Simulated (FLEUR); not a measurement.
**Hf: 5 runs along one coordinate**

System: Hf (Fm-3m, 1 atom in the cell).
Method: Kohn-Sham DFT of a periodic cell, LDA, all-electron, no spin polarisation (FLEUR MaX-R8.1 (later development tree)).

The 5 runs differ only in the geometry, by an even scaling of the cell at fixed fractional positions. The structure derives from an entry of the Crystallography Open Database.

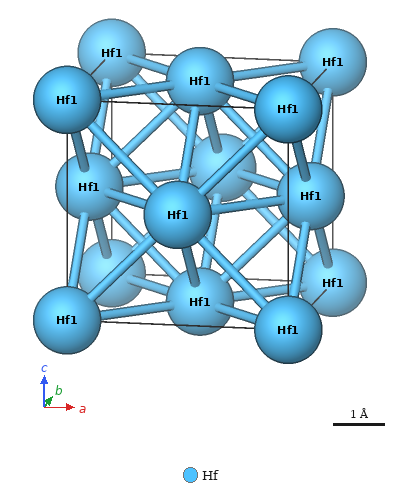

Figure 1. The structure of run 3 (ball-and-stick view of the cell 4 times as large as that of the calculation, set on its symmetry axes, seen slightly off an axis; atoms are numbered from 1 in the order of the input). An atom can appear more than once, as a periodic image.

**Input of run 3**
```
<?xml version="1.0" encoding="UTF-8" standalone="no"?>
<fleurInput fleurInputVersion="0.39">
   <comment>
      Hf                                                                                                  
   </comment>
   <calculationSetup>
      <cutoffs Kmax="4.1" Gmax="12.7" GmaxXC="12.7" numbands="0"/>
      <scfLoop itmax="60" minDistance="0.00001" maxIterBroyd="15" imix="Anderson" alpha="0.05" precondParam="0.0" spinf="2.0" sdNocoIR="T"/>
      <coreElectrons ctail="T" frcor="F" kcrel="0" coretail_lmax="0"/>
      <xcFunctional name="vwn" relativisticCorrections="F"/>
      <magnetism jspins="1"/>
      <soc l_soc="F" theta="0.0" phi="0.0" spav="F"/>
      <expertModes spex="0" secvar="F"/>
      <geometryOptimization l_f="F" forcealpha="1.0" forcemix="BFGS" epsdisp="0.00001" epsforce="0.00001"/>
      <ldaU l_linMix="F" mixParam="0.05" spinf="1.0"/>
   </calculationSetup>
   <cell>
      <bzIntegration valenceElectrons="26.0" mode="hist" fermiSmearingEnergy="0.00183747">
         <kPointListSelection listName="default-1"/>
         <!-- k-points included here -->
         <xi:include xmlns:xi="http://www.w3.org/2001/XInclude" href="kpts.xml"> </xi:include>
      </bzIntegration>
      <!-- symmetry operations included here -->
      <xi:include xmlns:xi="http://www.w3.org/2001/XInclude" href="sym.xml"> </xi:include>
      <bulkLattice scale="1.0">
         <bravaisMatrix>
            <row-1>    0.0000000000000000     4.1951919966120004     4.1951919966120004</row-1>
            <row-2>    4.1951919966120004     0.0000000000000000     4.1951919966120004</row-2>
            <row-3>    4.1951919966120004     4.1951919966120004     0.0000000000000000</row-3>
         </bravaisMatrix>
      </bulkLattice>
   </cell>
   <atomSpecies>
      <species name="Hafnium (Hf)" element="Hf" atomicNumber="72">
         <mtSphere radius="2.66" gridPoints="879" logIncrement="0.015"/>
         <atomicCutoffs lmax="10" lnonsphr="10"/>
         <electronConfig flipSpins="F">
            <coreConfig>(1s1/2) (2s1/2) (2p1/2) (2p3/2) (3s1/2) (3p1/2) (3p3/2) (4s1/2) (3d3/2) (3d5/2) (4p1/2) (4p3/2) (4d3/2) (4d5/2)</coreConfig>
            <valenceConfig>(5s1/2) (5p1/2) (5p3/2) (6s1/2) (4f5/2) (4f7/2) (5d3/2) (5d5/2)</valenceConfig>
            <stateOccupation state="(5d3/2)" spinUp="0.400000" spinDown="0.400000"/>
            <stateOccupation state="(5d5/2)" spinUp="0.600000" spinDown="0.600000"/>
         </electronConfig>
         <energyParameters s="6" p="6" d="5" f="4"/>
         <lo type="SCLO" l="0" n="5" eDeriv="0"/>
         <lo type="SCLO" l="1" n="5" eDeriv="0"/>
         <lo type="SCLO" l="2" n="5" eDeriv="2"/>
         <lo type="SCLO" l="3" n="4" eDeriv="2"/>
      </species>
   </atomSpecies>
   <atomGroups>
      <atomGroup species="Hafnium (Hf)">
         <relPos label="                   1">.0000000000 .0000000000 .0000000000</relPos>
         <force calculate="T" relaxXYZ="TTT"/>
      </atomGroup>
   </atomGroups>
   <output dos="F" band="F" slice="F">
      <checks vchk="F" cdinf="F"/>
      <bandDOS minEnergy="-.5*Htr" maxEnergy="0.5*Htr" sigma="0.015" storeEVData="T"/>
      <vacuumDOS vacdos="F" integ="F" star="F" nstars="0" locx1="0.0" locy1="0.0" locx2="0.0" locy2="0.0" nstm="0" tworkf="0.0"/>
      <unfoldingBand unfoldBand="F" supercellX="1" supercellY="1" supercellZ="1"/>
      <plotting iplot="0" polar="F">
         <plot TwoD="T" vec1="  1.0  0.0  0.0" vec2="  0.0  1.0  0.0" vec3="  0.0  0.0  1.0" zero="  0.0  0.0  0.0" file="plot"/>
      </plotting>
      <chargeDensitySlicing numkpt="0" minEigenval="0.0" maxEigenval="0.0" nnne="0" pallst="F"/>
      <specialOutput eonly="F"/>
      <moessbauerParams electricFieldGradient="T" isomerShift="T" coreHyperfine="T" valenceHyperfine="T"/>
      <magneticCircularDichroism mcd="F" energyLo="-10.0" energyUp="0.0"/>
   </output>
  <!-- We include the file relax.xml here to enable relaxations (see documentation) -->
  <xi:include xmlns:xi="http://www.w3.org/2001/XInclude" href="relax.xml"> <xi:fallback/> </xi:include>
</fleurInput>
```

Run 4 has the same physical settings and fractional positions; its lattice vectors (Å) are:
```
   0.000000    2.249214    2.249214
   2.249214    0.000000    2.249214
   2.249214    2.249214    0.000000
```

**Results, with one run withheld**

| run | volume per atom (Å³) | free energy per atom, from the lowest run given (meV) |
| --- | --- | --- |
| 1 | 20.569 | 0.00 |
| 2 | 21.007 | 0.48 |
| 3 | 21.882 | 20.60 |
| 4 | 22.757 | ? |
| 5 | 23.195 | 90.20 |

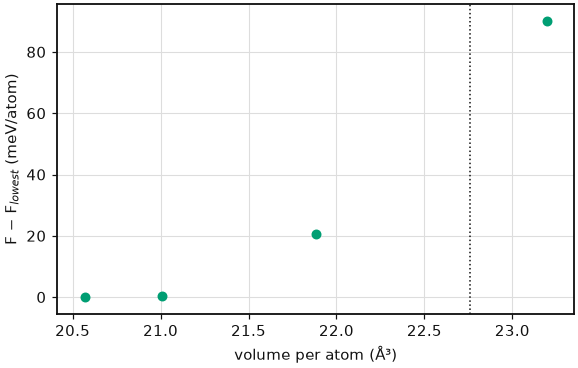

Figure 2. Free energy per atom of the runs given; the dotted line marks run 4.

Estimate the energy of run 4 from the others.

A quadratic polynomial in V^(−2/3) (the Birch–Murnaghan form), fitted to the 4 runs given, misses them by at most 0.03 meV per atom. With x = V^(−2/3) − 0.12883 Å⁻², it reads F = 12.27 − 7263.3 x + 1.0199e+06 x² (meV per atom). At run 4 it gives 62.44 meV per atom, and the run itself gives 62.46. The fit has its minimum at 20.759 Å³ per atom, where V d²F/dV² gives 123 GPa: the bulk modulus at this level, since symmetry fixes the shape and the positions.

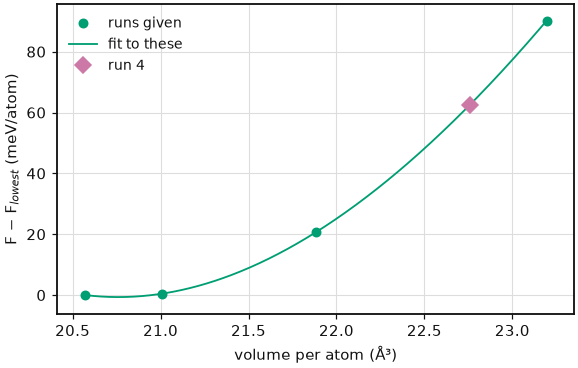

Figure 3. The fit and the withheld run.

**Output (run 4)**
```
Welcome to FLEUR        (www.flapw.de)
      MaX-Release 8.1          (www.max-centre.eu)

 ========== k-point set info ==========
 Selected k-point list: default-1
 k-point list type: mesh
 10 x 10 x 10
 Number of k points: 47

 ------------Calculation Setup---------------------------
 Number of MPI-tasks      :            1
 Number of PE/node        :            1
 Number of OMP-threads    :            1
 Most efficient MPI parallelization for:
           1          47
 Additional eigenvalue parallelization possible
 Number of basis functions:          218
 Approximate size of matrices (H+S) per k-point:         0.001 GB
 --------------------------------------------------------

 Iteration:     1   Distance:       8.71987259 me/bohr^3

 Iteration:     2   Distance:       7.82748713 me/bohr^3

 Iteration:     3   Distance:       4.38517211 me/bohr^3

 Iteration:     4   Distance:       0.97876953 me/bohr^3

 Iteration:     5   Distance:       0.81374519 me/bohr^3

 Iteration:     6   Distance:       0.27889151 me/bohr^3

 Iteration:     7   Distance:       0.25237244 me/bohr^3

 Iteration:     8   Distance:       0.03020168 me/bohr^3

 Iteration:     9   Distance:       0.00365181 me/bohr^3

 Iteration:    10   Distance:       0.00297893 me/bohr^3

 Iteration:    11   Distance:       0.00007986 me/bohr^3

 Iteration:    12   Distance:       0.00007893 me/bohr^3

 Iteration:    13   Distance:       0.00000130 me/bohr^3

 ********************************************************************
 Run finished successfully
 Stop message:
   all done
 ********************************************************************
```

Notes: Spin–orbit coupling is left out, which matters for Hf.
